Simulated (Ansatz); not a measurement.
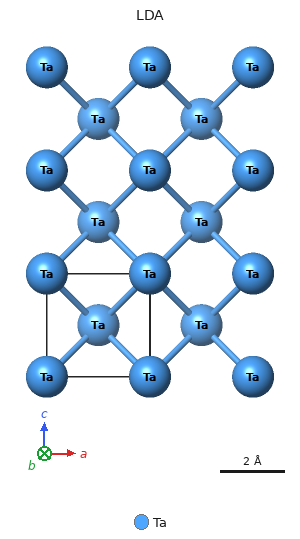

Solid Ta (set up in Im-3m), relaxed (cell and atoms) with several functionals. The picture shows the result with LDA. The picture is a ball-and-stick view of the conventional cell (2 times the calculation's cell), repeated 2 × 1 × 3 with one cell outlined, seen along the b axis. Lengths and directions refer to the drawn axes.

Computed with Ansatz 0.2.0: Ansatz PAW. Set-up: plane-wave cutoff 500 eV; k-point mesh 11 × 11 × 11; occupations fermi-dirac; smearing width 0.05 eV; no spin polarisation; cell and atoms relaxed; force threshold 0.01 eV/Å.

| functional | volume (Å³/atom) | a (Å) |
| --- | --- | --- |
| LDA | 17.211 | 3.253 |
| PBE | ? | ? |
| PBEsol | 17.631 | 3.279 |
| r2SCAN | 18.016 | 3.303 |

Estimate the missing row from the others, and compare with the calculation.

Answer. With PBE the volume is the largest of the series, above r2SCAN (18.016). The calculation gives 18.245 Å³/atom (a = 3.317 Å). In order of volume: LDA < PBEsol < r2SCAN < PBE; the spread is 6.0 %.

Each member starts from this one structure; whether another phase lies lower wasn't checked.
